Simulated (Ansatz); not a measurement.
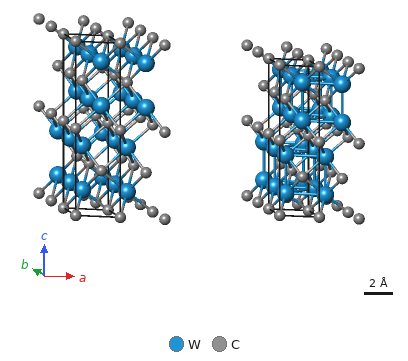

Two geometries of solid WC (a generated structure, set up in P6_3/mmc) (coarse preliminary run), drawn at one scale. One is the start of a relaxation, the other its converged end. A ball-and-stick model of the cell of the calculation, repeated 2 × 3 × 1 with one cell outlined, seen slightly off an axis.

The calculation used DFT PBE, scalar-relativistic, plane waves, PAW (Ansatz 0.2.0). (plane-wave cutoff 420 eV; k-point mesh 6 × 6 × 2; occupations gaussian; smearing width 0.1 eV; no spin polarisation; cell and atoms relaxed; force threshold 0.04 eV/Å; at most 70 steps)

> Which one is relaxed?

The right one is the relaxed one. After 5 accepted moves (6 points after the start) the energy has fallen by 1345 meV per atom. The largest force component goes from 0.39 to 0.029 eV/Å. The pressure goes from −60.53 to −0.21 GPa. At 1 point the geometry stayed and the basis and grid were re-selected for the new cell (energy shift of 2.0 meV per atom at most each time). The atoms keep their places relative to the cell (all moves are under 0.005 Å). Cell: a = b 3.344 → 2.973 Å (−11.1 %), c 12.815 → 11.059 Å (−13.7 %). Volume −31.8 %. Among the contacts that change: W–W 3.693 → 3.215 Å, W–W 3.259 → 2.811 Å, W–W 3.344 → 2.973 Å, C–W 2.526 → 2.218 Å. The space group stays P6_3/mmc (No. 194).
